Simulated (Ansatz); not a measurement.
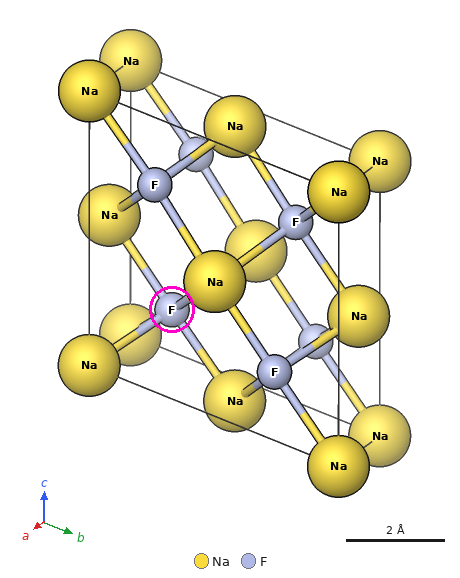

Structure drawing (ball-and-stick), viewed slightly off an axis. Atoms at the boundary of the unit cell (the box) are drawn once for each face, edge or corner they touch.

Cell parameters: a = 3.35 Å, b = 5.61 Å, c = 5.76 Å, α = 109.44°, β = 90.25°, γ = 90.64°.

Question: Determine the stoichiometry.

Answer: NaF. The cell holds 4 Na, 4 F, counting shared atoms by their share.

Question: Look at the ringed atom: what is it and what does it bond to?

Answer: It is a fluorine atom, bonded to six Na in an octahedral arrangement at about 2.3 to 2.4 Å.

Question: What extended units do the bonds make?

Answer: The bonds build a three-dimensional framework.

Question: From which higher-symmetry structure does this one deviate slightly?

Answer: It is a distorted form of a face-centred cubic structure, space group Fm-3m (No. 225) within 0.25 Å: rock salt (NaCl type).

Where the cell comes from: a known structure type with the cell strained and the atoms shaken on purpose. No relaxation was applied. It was run through Ansatz as a DFT input.
